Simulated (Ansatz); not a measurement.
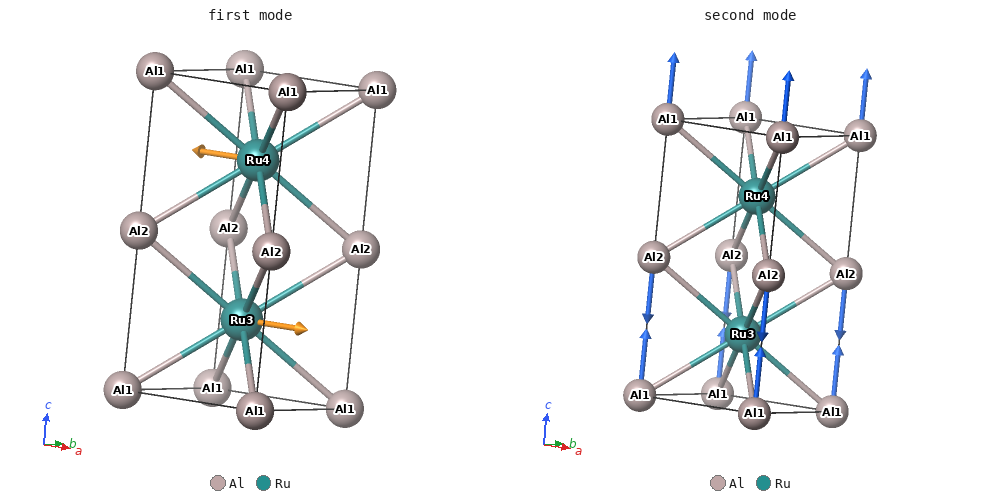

The system is AlRu (Pm-3m, No. 221; 4 atoms in the cell); the picture shows the reference structure; its two panels give the patterns of the first and the second mode as arrows. 
- The energy is mapped over two normal modes frozen in (zone-centre modes of the 4-atom cell of this scan, which folds in the wave vector (0, 0, 1/2) of the primitive cell).
- The first coordinate is: amplitude of mode 4 (164 cm⁻¹), largest displacement; the second: amplitude of mode 12 (336 cm⁻¹), largest displacement.
- Nothing is relaxed (the cell and all other modes fixed).
- The grid has 11 × 11 points; 36 points were computed and 85 follow by symmetry.
- Points are written as (first, second).
- Energies are in meV per cell, from the lowest grid point.
- Level of theory: DFT PBEsol, scalar-relativistic, plane waves, PAW in Ansatz. Settings: cutoff 420 eV, k-mesh 16×16×8 in the order of the run's cell vectors, gaussian smearing 0.15 eV, no spin polarisation.

Its coordinates:

```yaml
crystal:
  lattice:
    - [2.97633, 0.00000, 0.00000]
    - [0.00000, 2.97633, 0.00000]
    - [0.00000, 0.00000, 5.95265]
  atoms:
    - { symbol: Al, position: [0.00000, 0.00000, 0.00000] }
    - { symbol: Al, position: [0.00000, 0.00000, 0.50000] }
    - { symbol: Ru, position: [0.50000, 0.50000, 0.25000] }
    - { symbol: Ru, position: [0.50000, 0.50000, 0.75000] }
```

The input of one point:

```yaml
crystal:
  lattice:
    - [2.9763250904, 0.0, 0.0]
    - [0.0, 2.9763250904, 0.0]
    - [0.0, 0.0, 5.9526501809]
  atoms:
    - { symbol: Al, position: [0.0, 0.0, 0.0] }
    - { symbol: Al, position: [0.0, 0.0, 0.5] }
    - { symbol: Ru, position: [0.5, 0.5, 0.25] }
    - { symbol: Ru, position: [0.5, 0.5, 0.75] }
basis:
  ecutwfc: 420
kpoints:
  mp_grid: { grid: [16, 16, 8] }
hamiltonian:
  xc: pbesol
  pseudopotentials: { kind: paw, azcp: { folder: soft_1 } }
scf:
  occupations: { method: gaussian, width: 0.15 }
output:
  forces: true
  stress: true
  eigenvalues: true
  write_density: true
  write_potential: true
  elf: true
  volumetric_format: npy
```

Range: amplitude of mode 4 (164 cm⁻¹), largest displacement from −0.077 to 0.077 Å; amplitude of mode 12 (336 cm⁻¹), largest displacement from −0.073 to 0.073 Å.

Question: Predict the map.

Answer: The lowest grid point is at (0.000 Å, 0.000 Å). No other kind of well shows on this grid. The highest grid point, (−0.077 Å, −0.073 Å), lies 120 meV above the lowest.

```csv
"second ↓, first →",−0.077,−0.062,−0.046,−0.031,−0.015,0.000,0.015,0.031,0.046,0.062,0.077
0.073,120,99,82,70,63,61,63,70,82,99,120
0.058,98,77,60,48,41,39,41,48,60,77,98
0.044,81,60,43,31,24,22,24,31,43,60,81
0.029,69,47,31,19,12,10,12,19,31,47,69
0.015,61,40,24,12,5,2,5,12,24,40,61
0.000,59,38,21,9,2,0,2,9,21,38,59
−0.015,61,40,24,12,5,2,5,12,24,40,61
−0.029,69,47,31,19,12,10,12,19,31,47,69
−0.044,81,60,43,31,24,22,24,31,43,60,81
−0.058,98,77,60,48,41,39,41,48,60,77,98
−0.073,120,99,82,70,63,61,63,70,82,99,120
```

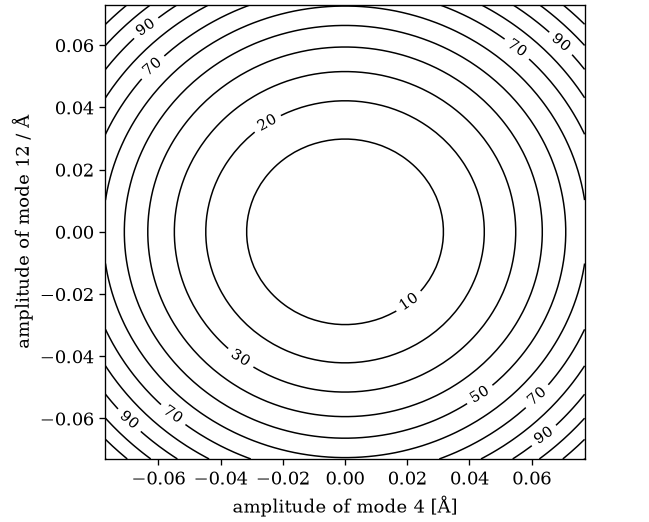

The picture shows contour lines labelled in meV. Between grid points the surface is interpolated.

The whole map (36 points run) took 24 min on 2 threads of Arm Neoverse N1, with other jobs on the host.
